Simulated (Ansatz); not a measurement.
## Electronic structure of SiNi$_{3}$ in real space

```
Si Ni
1.0
     3.08377    0.00000    0.00000
     0.00000    3.08377    0.00000
     0.00000    0.00000    4.36046
Si Ni
1 3
Direct
  0.00000 0.00000 0.00000
  0.00000 0.50000 0.50000
  0.50000 0.00000 0.50000
  0.50000 0.50000 0.00000
```

Space group P4/mmm; computed pressure about 20 GPa in this cell; computed without spin polarisation.

Computed with DFT PBEsol, scalar-relativistic, plane waves, PAW in Ansatz 0.2.0.

The density is the valence pseudo-density of a PAW calculation; it isn't the true density close to the nuclei.

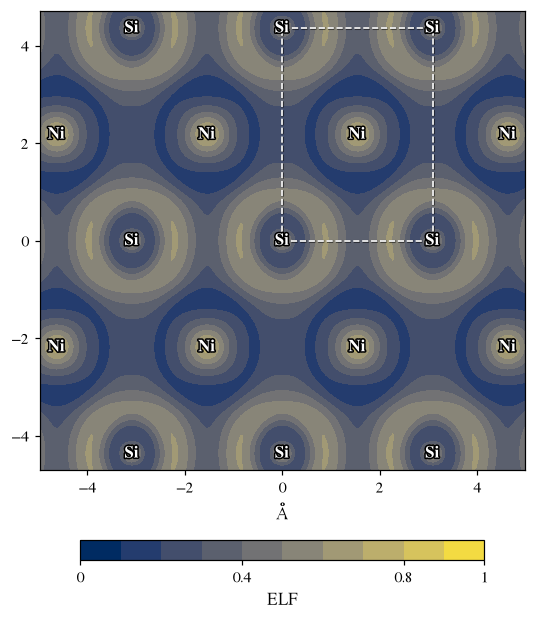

Figure 1. ELF on the (010) plane of the conventional cell.

What does the map show?

Answer.
- The plane passes through Si and Ni nuclei.
- The features right at Ni lie inside the PAW spheres, where the map follows smoothed inner orbitals and isn't to be read closely.

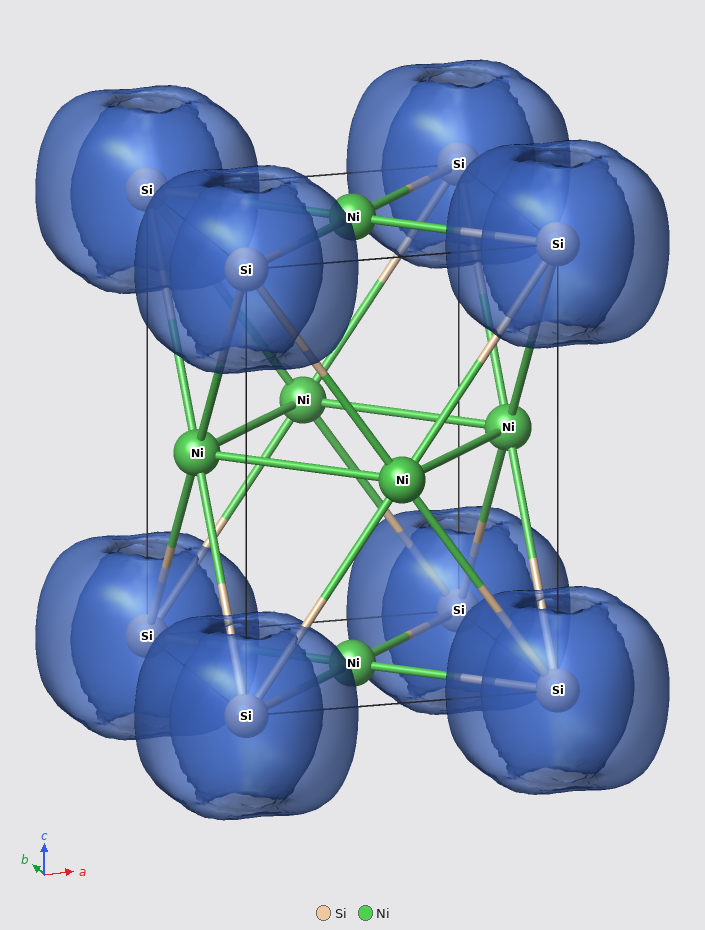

Figure 2. Isosurface of the ELF at 0.55 (blue), seen slightly off an axis. Core shells and regions of very low density are left out. Sticks mark near contacts.

Identify the bonds, lone pairs and shells in this picture.

Answer. The ELF exceeds this value in one region wrapped around Si (its valence shell), counted in one cell of 4 atoms. Any copies at cell faces, edges or corners count once. Profiles from the grid: Si–Ni (2.18 Å): the ELF peaks at about 0.65 in the valence shell of Si, 0.8 Å from its nucleus, and is about 0.45 at the midpoint. Ni–Ni (2.18 Å): the ELF is about 0.25 at the midpoint: no localised pair shows between them.

Does the calculation make it a metal, or give it a gap?

Answer. It is metallic or semimetallic at this level of theory: no gap opens.
